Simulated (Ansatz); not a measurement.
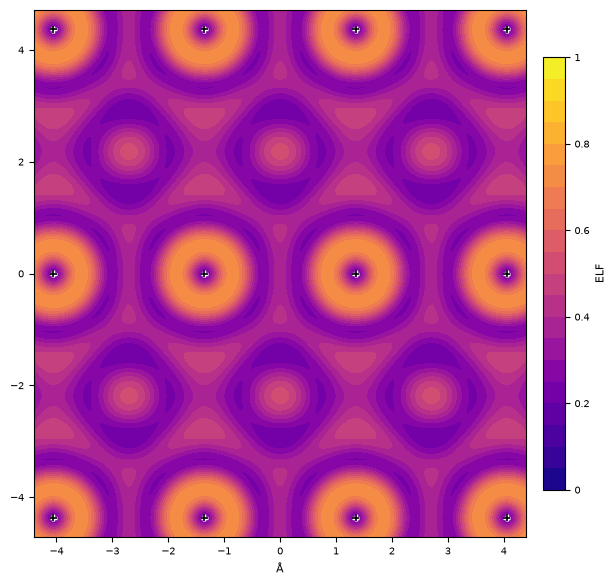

The electron localisation function on a plane through atoms (crosses mark nuclei in the plane).

Theory: Ansatz, Kohn-Sham DFT of a periodic cell, m-r2SCAN, Ansatz PAW.

Candidates:
A. GaP, a = 5.45 Å, b = 5.45 Å, c = 5.45 Å, α = 90.00°, β = 90.00°, γ = 90.00°. Space group F-43m.
B. Re, a = 2.70 Å, b = 2.70 Å, c = 4.37 Å, α = 90.00°, β = 90.00°, γ = 120.00°. Space group P6₃/mmc; computed pressure about 27 GPa in this cell.

Which candidate gave the map?

Answer. Candidate B: Re on the (100) plane of the conventional cell, which holds Re. Re–Re (2.70 Å): the ELF is about 0.35 at the midpoint.
